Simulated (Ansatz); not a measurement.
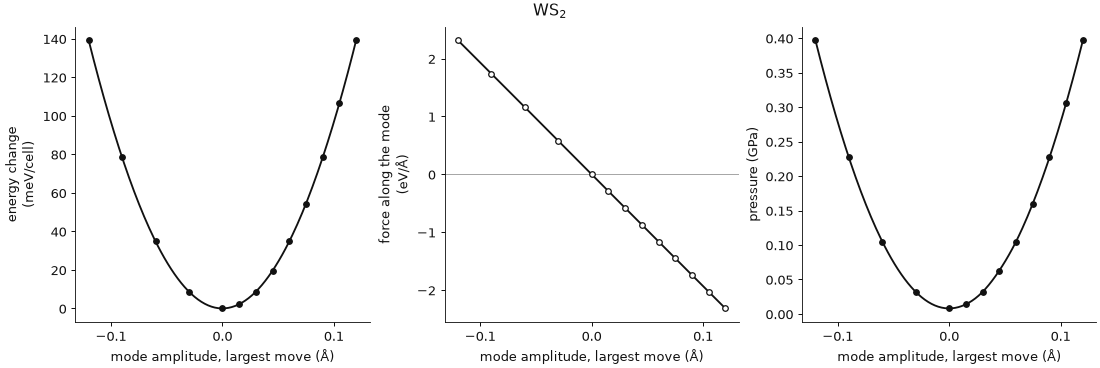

Figure. Energy change, force along the mode and pressure against mode amplitude for WS₂, space group P6_3/mmc (No. 194).

The points at mode amplitude −0.09, −0.03, 0.06 and 0.12 follow from computed ones by symmetry.

The energy rises on both sides of the starting structure, which is therefore a minimum along this path. The energy change is 139.2 meV/cell at mode amplitude −0.120 Å and 139.2 meV/cell at 0.120 Å; the lowest computed point is at mode amplitude 0.000 Å (0.0 meV/cell). The force along the mode falls from 2.32 eV/Å at mode amplitude −0.120 Å to −2.32 eV/Å at 0.120 Å, and changes sign near 0.000 Å. The pressure goes from 0.397 GPa at mode amplitude −0.120 Å to 0.397 GPa at 0.120 Å, not monotonically, with a low of 0.008 GPa at 0.000 Å. The harmonic force constant k (E = k x²/2 near the start) is 19.4 eV/Å².

Method: a normal mode of the cell frozen into a crystal at growing amplitude, by plane-wave density functional theory with PAW datasets, free energies less that of the undisturbed cell, pressure positive in compression; scalar-relativistic (Ansatz 0.2.0). Level: PBE, no spin polarisation.

```tsv
setting	value
wave cutoff	420 eV
k mesh	12×12×2
occupations	Gaussian
smearing width	0.05 eV
k shift	(0, 0, 0) (mesh steps)
start	relaxed
```

The given structure:
```xyz
6
Lattice="3.1878 0.0000 0.0000 -1.5939 2.7607 0.0000 0.0000 0.0000 14.7750" Properties=species:S:1:pos:R:3 pbc="T T T"
W     0.0000    1.8405    3.6937
W     1.5939    0.9202   11.0812
S     0.0000    1.8405    9.5102
S     1.5939    0.9202    2.1227
S     0.0000    1.8405   12.6523
S     1.5939    0.9202    5.2648
```

Displacement pattern for amplitude 1 (x, y, z for each atom, in the order of the cell):
```tsv
atom	x	y	z
W1	0.00	0.00	0.00
W2	0.00	0.00	0.00
S3	-0.71	-0.71	0.00
S4	0.00	0.00	0.00
S5	0.71	0.71	0.00
S6	0.00	0.00	0.00
```
